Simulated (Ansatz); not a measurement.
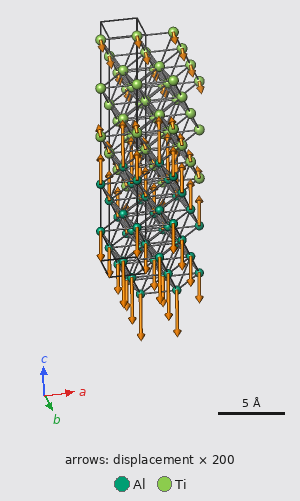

A relaxation of an interface cell of composition TiAl. The starting structure is drawn; orange arrows show the displacements (the part carried along by the change of the cell is left out), 200 times their true length.

Style: ball-and-stick. Shown: the cell of the calculation, reduced to other axes, repeated 2 × 3 × 1 with one cell outlined, from a free direction. Lengths and directions refer to the drawn axes.

Case: coherent stack.

These are results of DFT PBEsol, scalar-relativistic, plane waves, PAW (Ansatz), not measurements.

Input
```yaml
crystal:
  lattice:
    - [2.839427007, 0.0, 0.0]
    - [0.0, 2.839427007, 0.0]
    - [14.191703391, 14.191703391, 20.354086122]
  atoms:
    - { symbol: Al, position: [0.377221531, 0.377221531, 0.0245650921] }
    - { symbol: Al, position: [0.3841976908, 0.3841976908, 0.1232075995] }
    - { symbol: Al, position: [0.3911738505, 0.3911738505, 0.2218501069] }
    - { symbol: Al, position: [0.3981500103, 0.3981500103, 0.3204926144] }
    - { symbol: Al, position: [0.4051261701, 0.4051261701, 0.4191351218] }
    - { symbol: Ti, position: [0.4051261701, 0.4051261701, 0.5191351218] }
    - { symbol: Ti, position: [0.3981500103, 0.3981500103, 0.6204926144] }
    - { symbol: Ti, position: [0.3911738505, 0.3911738505, 0.7218501069] }
    - { symbol: Ti, position: [0.3841976908, 0.3841976908, 0.8232075995] }
    - { symbol: Ti, position: [0.377221531, 0.377221531, 0.9245650921] }
basis:
  ecutwfc: 420
kpoints:
  mp_grid: { grid: [12, 12, 2] }
hamiltonian:
  xc: pbesol
scf:
  occupations: { method: gaussian, width: 0.1 }
output:
  forces: true
  stress: true
  eigenvalues: true
  populations: true
relax:
  adjacent_minimum: "off"
  f_tol: 0.02
  max_steps: 70
  cell: { fix: [a, b, gamma], stress_tol: 0.15 }
```

Q: What did the optimiser do to the structure, and how much energy did it gain?

A: Over 2 accepted moves (3 points after the start) the energy falls by 3.9 meV per cell of the calculation. The largest force component goes from 0.077 to 0.0034 eV/Å. Pressure: −0.51 GPa at the start and 0.05 GPa at the end. At 1 point the geometry stayed and the basis and grid were re-selected for the new cell (energy shift of 0.2 meV per cell of the calculation at most each time). The largest moves relative to the cell, 0.020 Å, are those of Al1 and Al5. Al1 goes along −c. By element the largest moves are Al 0.020 Å, Ti 0.005 Å. The drawn cell changes as follows: a = b unchanged at 2.839 Å, c 20.354 → 20.259 Å (−0.5 %); the volume changes by −0.5 %. Near-neighbour distances that change, for instance: Al1–Ti10 2.859 → 2.842 Å, Ti6–Ti7 2.879 → 2.868 Å. The run took roughly 4 core-minutes on a shared host.
